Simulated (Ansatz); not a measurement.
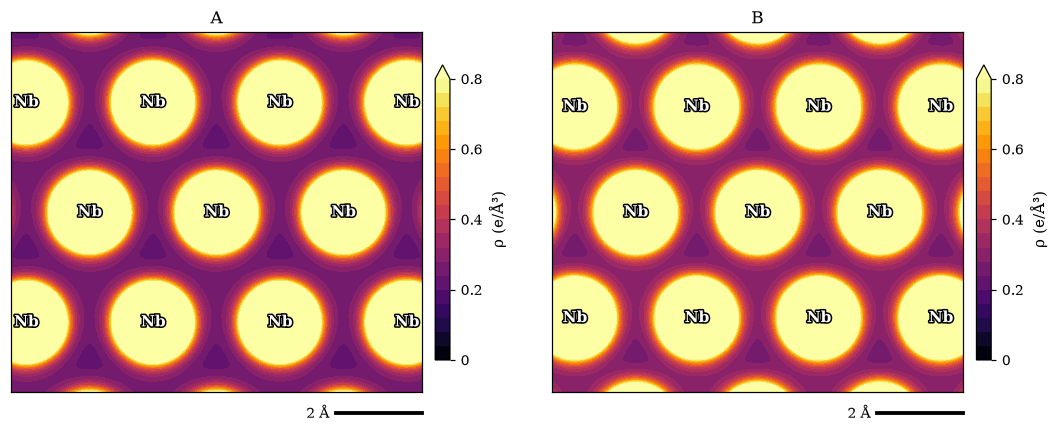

Nb. The valence pseudo-density of two cells that differ in size, on the (001) plane of each (indices in the axes of the calculation cell), at one length scale and on one colour scale; one has 17.9 and the other 20.2 Å³ an atom.

Computed with DFT, PBE, plane waves (420 eV) with PAW, scalar-relativistic in Ansatz.

The density is the valence pseudo-density of a PAW calculation; it isn't the true density close to the nuclei.

The larger cell:

```
Nb
1.0
     2.94533    0.00000    0.00000
    -1.47266    2.55073    0.00000
     0.00000    0.00000    5.37121
Nb
2
Cartesian
  0.0000 1.7005 1.3428
  1.4727 0.8502 4.0284
```

The smaller cell: a = 2.832 Å, b = 2.832 Å, c = 5.164 Å, α = 90.00°, β = 90.00°, γ = 120.00°.

Q: Which is the denser cell? Describe the effect of the change.

A: Panel B is the smaller cell, by 11 % in volume. From the larger cell to the smaller, Nb–Nb goes from 2.95 to 2.83 Å, and the density at its midpoint from 0.26 to 0.31 e/Å³; the pressure goes from −11 to 7 GPa.
